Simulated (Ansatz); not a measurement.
# Debugging a many-body input for CaMoO4 (I4_1/a)

Aim: the G0W0 gap of CaMoO4 (I4_1/a). The first input has a fault.

Calculated with Ansatz 0.2.0; G0W0 on r2SCAN, plane waves, PAW.

## Step 1: Set-up

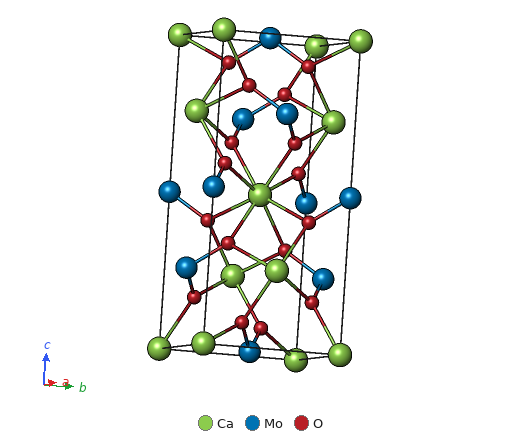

Start, viewed from a free direction; calcium green, molybdenum blue, oxygen red. This picture shows the conventional cell, with its axes. Some periodic images of atoms are drawn too.

The cell and positions come from the Crystallography Open Database and are kept as given unless a step says otherwise. The default PAW set here is soft_2. Its files were made with PBE.

## Step 2: First try

The input, input.yaml:

```yaml
crystal:
  lattice:
    - [-2.6118, 2.6118, 5.71425]
    - [2.6118, -2.6118, 5.71425]
    - [2.6118, 2.6118, -5.71425]
  atoms:
    - { symbol: Ca, position: [0.75, 0.25, 0.5] }
    - { symbol: Ca, position: [0.0, 0.0, 0.0] }
    - { symbol: Mo, position: [0.25, 0.75, 0.5] }
    - { symbol: Mo, position: [0.5, 0.5, 0.0] }
    - { symbol: O, position: [0.57776, 0.98246, 0.89142] }
    - { symbol: O, position: [0.73246, 0.34104, 0.9047] }
    - { symbol: O, position: [0.09104, 0.68634, 0.10858] }
    - { symbol: O, position: [0.43634, 0.82776, 0.0953] }
    - { symbol: O, position: [0.17224, 0.26754, 0.60858] }
    - { symbol: O, position: [0.01754, 0.90896, 0.5953] }
    - { symbol: O, position: [0.65896, 0.56366, 0.39142] }
    - { symbol: O, position: [0.31366, 0.42224, 0.4047] }
kpoints:
  mp_grid: { grid: [4, 4, 4] }
hamiltonian:
  xc: r2scan
scf:
  occupations: { method: fixed }
gw:
  n_empty_bands: 253
  ecut_chi: 10
  qp_bands: [v4, c4]
  qp_kpoints: band_edges
  screening: { model: contour_deformation }
```

Command:

```console
$ ansatz run input.yaml --threads 24 --pin off --max-ram 82944MiB --backend cuda --events-out ev --progress --plain --runs-dir out --devices 1 --max-vram 78GiB
```

Numbers of over 12 decimals in the logs are rounded to 6 here.

The program printed:

```text
GPUs: using 1 of 1 available (devices: 1).
Engine: ansatz 0.2.0, aarch64-unknown-linux-gnu
Pseudopotentials: kind: paw
Pseudopotential: Ca, paw, valence charge 10, recommended cutoff 500 eV (meta_gga), Ca.paw.azcp
Pseudopotential: Mo, paw, valence charge 14, recommended cutoff 500 eV (meta_gga), Mo.paw.azcp
Pseudopotential: O, paw, valence charge 6, recommended cutoff 500 eV (meta_gga), O.paw.azcp
Functional definition: r2SCAN
  parameter k0 = 0.174
  parameter k1 = 0.065
  parameter a1 = 4.9479
  exchange = r2scan_x(k0 = k0, k1 = k1, a1 = a1)
  correlation = r2scan_c
[...]
Crystal: 12 atoms, lattice volume = 155.919 Å³
Basis set: ecut = 500 eV, 3997 PW (Γ), exchange–correlation on 200×200×200 points (64 copies of the dense FFT grid, shifted against one another)
Bands: 60, of which v1, the nominal top of the filled ones, is band 48 counted from 1 (47 counted from 0)
Symmetry: 8 space group operations
Space group: I41/a (ITA 88), of the structure as read, at distance tolerance 5.4e-5 Å
k-points: 14 of 64
Non-local potential: Ca, projectors of the file, l = 0: 3, l = 1: 2, l = 2: 2
Non-local potential: Mo, projectors of the file, l = 0: 3, l = 1: 2, l = 2: 2, l = 3: 1
Non-local potential: O, projectors of the file, l = 0: 2, l = 1: 2, l = 2: 1
PAW form: soft (Blöchl's): semilocal exchange-correlation on the pseudo side does not see the compensation charge
PAW frozen core: Ca, regenerated for the run's functional (the file was generated under x = pbe(κ = 0.804, μ = 0.219515), c = pbe(β = 0.066725))
PAW frozen core: Mo, regenerated for the run's functional (the file was generated under x = pbe(κ = 0.804, μ = 0.219515), c = pbe(β = 0.066725))
PAW frozen core: O, regenerated for the run's functional (the file was generated under x = pbe(κ = 0.804, μ = 0.219515), c = pbe(β = 0.066725))
PAW one-centre angular grid: Ca, 302 points (default); XC on 160 Gauss nodes
PAW one-centre angular grid: Mo, 590 points (default); XC on 160 Gauss nodes
PAW one-centre angular grid: O, 302 points (default); XC on 160 Gauss nodes
Initial density: superposition of atomic densities (neutral atoms: chi_scale 0, normalization atom), corrected by the library's trained network
Initial wavefunctions: pseudopotential atomic-orbital guess
[...]
Functional: x = r2scan, c = r2scan; τ floored in thin density (d = 2e-4 eV/Å³)
SCF iter   1: F=—  HF=-18139.389593 eV  |F-HF|=—  |Δ(HF+E_count)|=         —  Δρ=1.55e-2  dr2=5.63e-1  dr2_τ=7.73e-1  ethr=1.77e-3  ⟨swp⟩=5.0  Hψ=2981  notcnv=0  defer=130
preconditioner: auto → Resta (q_TF=auto, 2.516 Å⁻¹)  ε∞=4.2  [insulator: Δε(μ)=4.152 eV  Ē_g=14.396 eV  n_scr=36 (ndim 8)  ℏωp=25.9 eV  f_vac=0.040  ε∞_Penn≈4.2]
SCF iter   2: F=—  HF=-18139.473816 eV  |F-HF|=—  |Δ(HF+E_count)|=   8.42e-2  Δρ=8.64e-3  dr2=7.43e-2  dr2_τ=4.66e-2  ethr=5.86e-4  ⟨swp⟩=2.9  Hψ=1611  notcnv=0  defer=120
SCF iter   3: F=—  HF=-18139.463621 eV  |F-HF|=—  |Δ(HF+E_count)|=   1.02e-2  Δρ=3.11e-3  dr2=7.56e-3  dr2_τ=6.35e-4  ethr=7.74e-5  ⟨swp⟩=2.0  Hψ=1093  notcnv=0  defer=139
SCF iter   4: F=—  HF=-18139.462300 eV  |F-HF|=—  |Δ(HF+E_count)|=   1.32e-3  Δρ=6.09e-4  dr2=3.15e-4  dr2_τ=6.93e-5  ethr=7.87e-6  ⟨swp⟩=2.0  Hψ=1288  notcnv=0  defer=140
SCF iter   5: F=—  HF=-18139.462356 eV  |F-HF|=—  |Δ(HF+E_count)|=   5.55e-5  Δρ=1.24e-4  dr2=1.83e-5  dr2_τ=2.84e-6  ethr=3.29e-7  ⟨swp⟩=2.2  Hψ=1231  notcnv=0  defer=129
SCF iter   6: F=—  HF=-18139.462364 eV  |F-HF|=—  |Δ(HF+E_count)|=   8.04e-6  Δρ=1.83e-5  dr2=5.15e-7  dr2_τ=4.82e-8  ethr=1.90e-8  ⟨swp⟩=2.0  Hψ=1213  notcnv=0  defer=112
SCF iter   7: F=-18139.462364 eV  HF=-18139.462364 eV  |F-HF|=1.02e-8  |Δ(HF+E_count)|=   3.16e-7  Δρ=3.75e-6  dr2=2.85e-8  dr2_τ=2.08e-9  ethr=1.04e-10  ⟨swp⟩=12.9  Hψ=3598  notcnv=0
SCF 1 converged in 7 iterations: F = -18139.462364 eV  dr2 = 2.85e-8
[...]
NSCF: frozen V_eff on 14 k-points
[...]
SCF converged after 7 iterations
[...]
6    52     11.2242   -16.5429    -3.4913   -22.1755  0.8372    13.4248    13.3656  root
     7    45      5.9679   -25.4981     3.6246   -20.8271  0.8295     4.9077     4.9215  root
     7    46      6.1196   -25.5039     3.6365   -20.8164  0.8294     5.0547     5.0686  root
     7    47      6.3265   -25.7878     3.5692   -21.1992  0.8323     5.2949     5.3071  root
     7    48      6.3756   -25.7052     3.5879   -21.0982  0.8316     5.3440     5.3565  root
     7    49     10.6677   -15.6997    -3.5635   -21.4573  0.8391    12.9229    12.8619  root
     7    50     10.9458   -16.1588    -3.5617   -21.8787  0.8368    13.1659    13.1040  root
     7    51     10.9981   -16.0318    -3.5180   -21.7364  0.8394    13.2454    13.1848  root
     7    52     11.2193   -16.5501    -3.4954   -22.2051  0.8373    13.4392    13.3789  root
     8    45      6.0284   -25.5038     3.6653   -20.7796  0.8282     4.9551     4.9695  root
     8    46      6.0284   -25.5038     3.6653   -20.7796  0.8282     4.9551     4.9695  root
     8    47      6.0956   -25.5032     3.6054   -20.8660  0.8306     5.0507     5.0638  root
     8    48      6.0956   -25.5032     3.6054   -20.8660  0.8306     5.0507     5.0638  root
     8    49     10.7309   -15.7841    -3.5252   -21.4789  0.8391    12.9596    12.9004  root
[...]
13    48      6.5206   -25.8569     3.5689   -21.2812  0.8330     5.5020     5.5139  root
    13    49     10.6516   -15.2968    -3.5742   -21.0497  0.8403    12.8893    12.8304  root
    13    50     10.6516   -15.2968    -3.5742   -21.0497  0.8403    12.8893    12.8304  root
    13    51     10.9186   -15.9134    -3.4957   -21.6066  0.8403    13.1759    13.1161  root
    13    52     10.9186   -15.9134    -3.4957   -21.6066  0.8403    13.1759    13.1161  root
```

Wall time 11 s (1 × NVIDIA GB200 (shared by 2 runs) with 24 threads of Arm Neoverse V2, shared host); peak memory 2.2 GiB; 49 s of CPU time.

**Diagnosis.**

The run ended normally, though the input holds a fault or crude settings.

The fault: screening cutoff of 10 eV. Nearly all local fields and short-range correlation are left out.

It printed a gap of 7.08 eV, which is an artefact of the settings.

## Step 3: A better input

Now the one-shot GW correction: screening in the RPA, then the self-energy of the levels asked for.

input.yaml, as its differences from that of step 2:

```diff
@@ -25,4 +25,4 @@
 gw:
-  n_empty_bands: 253
-  ecut_chi: 10
+  n_empty_bands: 333
+  ecut_chi: 96
   qp_bands: [v4, c4]
```

The program printed:

```text
GPUs: using 1 of 1 available (devices: 1).
[...]
Crystal: 12 atoms, lattice volume = 155.919 Å³
Basis set: ecut = 500 eV, 3997 PW (Γ), exchange–correlation on 200×200×200 points (64 copies of the dense FFT grid, shifted against one another)
Bands: 60, of which v1, the nominal top of the filled ones, is band 48 counted from 1 (47 counted from 0)
[... 1 set-up line as in the run before ...]
[...]
k-points: 14 of 64
[...]
SCF iter   1: F=—  HF=-18139.389593 eV  |F-HF|=—  |Δ(HF+E_count)|=         —  Δρ=1.55e-2  dr2=5.63e-1  dr2_τ=7.73e-1  ethr=1.77e-3  ⟨swp⟩=5.0  Hψ=2981  notcnv=0  defer=130
[...]
SCF iter   7: F=-18139.462364 eV  HF=-18139.462364 eV  |F-HF|=1.02e-8  |Δ(HF+E_count)|=   3.16e-7  Δρ=3.75e-6  dr2=2.85e-8  dr2_τ=2.08e-9  ethr=1.04e-10  ⟨swp⟩=12.9  Hψ=3598  notcnv=0
SCF 1 converged in 7 iterations: F = -18139.462364 eV  dr2 = 2.85e-8
[...]
NSCF: frozen V_eff on 14 k-points
[...]
SCF converged after 7 iterations
[...]
6    52     11.2242   -16.5429    -3.9422   -22.1755  0.7866    12.9477    12.9147  root
     7    45      5.9679   -25.4981     4.3708   -20.8271  0.7562     5.6664     5.6676  root
     7    46      6.1196   -25.5039     4.3960   -20.8164  0.7560     5.8269     5.8281  root
     7    47      6.3265   -25.7878     4.3442   -21.1992  0.7576     6.0814     6.0822  root
     7    48      6.3756   -25.7052     4.3597   -21.0982  0.7567     6.1275     6.1283  root
     7    49     10.6677   -15.6997    -4.1243   -21.4573  0.7912    12.3310    12.3011  root
     7    50     10.9458   -16.1588    -4.0341   -21.8787  0.7868    12.6651    12.6315  root
     7    51     10.9981   -16.0318    -4.0509   -21.7364  0.7910    12.6826    12.6518  root
[...]
13    49     10.6516   -15.2968    -4.1600   -21.0497  0.7942    12.2724    12.2445  root
    13    50     10.6516   -15.2968    -4.1600   -21.0497  0.7942    12.2724    12.2445  root
    13    51     10.9186   -15.9134    -4.0510   -21.6066  0.7927    12.5904    12.5607  root
    13    52     10.9186   -15.9134    -4.0510   -21.6066  0.7927    12.5904    12.5607  root
```

The job ended after 12 s (1 × NVIDIA GB200 (shared by 2 runs) with 24 threads; peak memory 2.5 GiB; 41 s of CPU time).

This step gave:

```yaml
bands_summed: 381
rpa_eps_infinity_on_this_mesh_eigenvalues: 3.484, 3.484, 3.501
plane_waves_in_the_screening_matrix: 329
q_points_in_the_mesh: 64
g0w0_gap_on_the_mesh: 5.630 eV
k_of_the_valence_top: 0, 0, 0
k_of_the_conduction_bottom: 0, 0, 0
starting_gap_on_the_mesh: 3.849 eV
z_at_the_valence_top: 0.7579
z_at_the_conduction_bottom: 0.7953
least_direct_g0w0_gap_on_the_computed_points: 5.630 eV
```

The gap on the mesh goes from 3.85 eV to 5.63 eV, a correction of +1.78 eV. Between the two edge states, bare exchange in place of the xc potential would open the gap by 10.37 eV, and correlation takes back 8.59 eV.

## Step 4: What came out

```
first try  : converged after 11 s
better run : G0W0 gap on the mesh 5.63 eV (4×4×4 mesh, 333 empty bands, screening to 96 eV)
```

**Reading.** The second run differs in: empty bands and screening cutoff (eV). Bands and cutoff are finite, so the gap is not at the basis limit. The miss can reach some tenths of an eV and take either sign; the mesh is an error of its own. The many-body steps are scalar-relativistic: spin-orbit coupling is not in them.

[Paths, hosts, dates, memory and timing lines, banners, echoed tables and standing remarks are left out of the program output.]

[Logs are printed without paths, hosts, clocks, repeated set-up lines and the standing remarks that a program may print on its own settings, such as how far it seeks lower states.]

[Runs of the session that timed out or met a known fault of the program may be left out.]

[Cells called generated may have been cut or substituted from an entry of the Crystallography Open Database or the Materials Project.]

[Hosts, paths, dates, database ids (printed as entryN), source tags and the programs' standing remarks are cut or masked in the printed files.]
